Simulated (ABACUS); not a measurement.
## Energy of Al along an even scaling of the cell

System: Al (P6₃/mmc, 2 atoms in the cell).
Method: Kohn-Sham DFT of a periodic cell, PBE, PseudoDojo NC SR 0.4.1 PBE standard, no spin polarisation (ABACUS 3.10.1).

The 7 runs differ only in the geometry, by an even scaling of the cell at fixed fractional positions. The structure derives from a Materials Project entry.

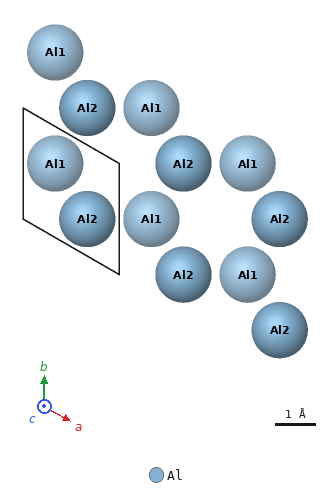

Figure 1. The structure of run 4 (spheres-only view of the cell of the calculation, repeated 3 × 2 × 1, along the c axis; atoms are numbered from 1 in the order of the input).

## Input file of run 4
```
INPUT_PARAMETERS
suffix              Al
calculation         scf
basis_type          pw
pseudo_dir          ./
symmetry            1
dft_functional      pbe
ecutwfc             41
pseudo_rcut         10
nspin               1
nbands              7
ks_solver           dav
smearing_method     fd
smearing_sigma      0.00367493
scf_thr             1e-08
scf_nmax            100
mixing_type         broyden
mixing_beta         0.7
cal_force           1
cal_stress          1
kpar                4
```

## File STRU of run 4
```
ATOMIC_SPECIES
Al 26.9815 Al.upf

LATTICE_CONSTANT
1.8897261246

LATTICE_VECTORS
2.8124553515 0.0000000000 0.0000000000
-1.4062276757 2.4356577814 0.0000000000
0.0000000000 0.0000000000 4.8668500000

ATOMIC_POSITIONS
Direct

Al
0.0
2
0.3333333333 0.6666666667 0.2500000000 1 1 1
0.6666666667 0.3333333333 0.7500000000 1 1 1
```

## File KPT of run 4
```
K_POINTS
0
Gamma
11 11 6 0 0 0
```

Command:
```bash
OMP_NUM_THREADS=1 mpirun -np 4 abacus > log
```

Lattice vectors (Å) and fractional positions of run 4:
```
   2.812455    0.000000    0.000000
  -1.406228    2.435658    0.000000
   0.000000    0.000000    4.866850
Al  0.333333  0.666667  0.250000
Al  0.666667  0.333333  0.750000
```

Run 3 differs from it as follows:
```diff
-2.8124553515 0.0000000000 0.0000000000
--1.4062276757 2.4356577814 0.0000000000
-0.0000000000 0.0000000000 4.8668500000
+2.7935792435 0.0000000000 0.0000000000
+-1.3967896217 2.4193105923 0.0000000000
+0.0000000000 0.0000000000 4.8341855930
```

## Results, with one run withheld

```tsv
run	volume per atom (Å³)	free energy per atom, from the lowest run given (meV)	pressure (GPa)
1	15.669	15.51	5.31
2	16.003	6.55	3.32
3	16.336	?	?
4	16.669	0.00	−0.07
5	17.003	1.66	−1.51
6	17.336	6.15	−2.80
7	17.670	13.19	−3.95
```

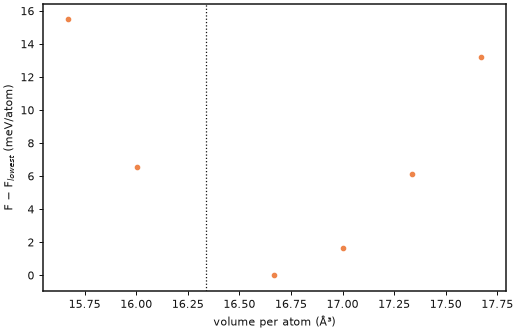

Figure 2. Free energy per atom of the runs given; the dotted line marks run 3.

Fit the runs given and predict run 3.

A cubic polynomial in V^(−2/3) (the Birch–Murnaghan form), fitted to the 6 runs given, misses them by at most 0.01 meV per atom. With x = V^(−2/3) − 0.15306 Å⁻², it reads F = 0.032905 − 201.57 x + 3.7836e+05 x² + 4.6157e+05 x³ (meV per atom). At run 3 it gives 1.52 meV per atom, and the run itself gives 1.51. The slope of the fit gives a pressure −dF/dV of 1.54 GPa there, and the run prints 1.54 GPa. The fit has its minimum at 16.656 Å³ per atom, where V d²F/dV² gives 76.1 GPa. Cell shape and fractional positions are held, so this is the stiffness under even scaling; the relaxed bulk modulus wasn't computed.

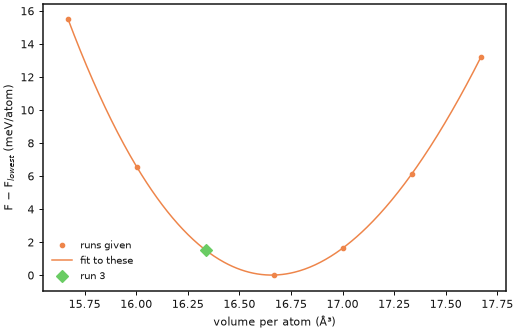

Figure 3. The fit and the withheld run.

## Some lines of the output (run 3)
```
[...]
                          Volume (Bohr^3) = 220.482
                             Volume (A^3) = 32.672
 E_Fermi        0.5945233106         8.0889046173
 E_Fermi        0.5926960460         8.0640434070
 E_Fermi        0.5920011913         8.0545894249
 E_Fermi        0.5919989614         8.0545590846
 E_KS(sigma->0) -9.2657909492        -126.0675533864
 E_Fermi        0.5919910153         8.0544509729
 final etot is -126.06972843 eV
 EFERMI = 8.0544509729 eV
 TOTAL-PRESSURE: 15.357850 KBAR
 !FINAL_ETOT_IS -126.0697284291175464 eV
```
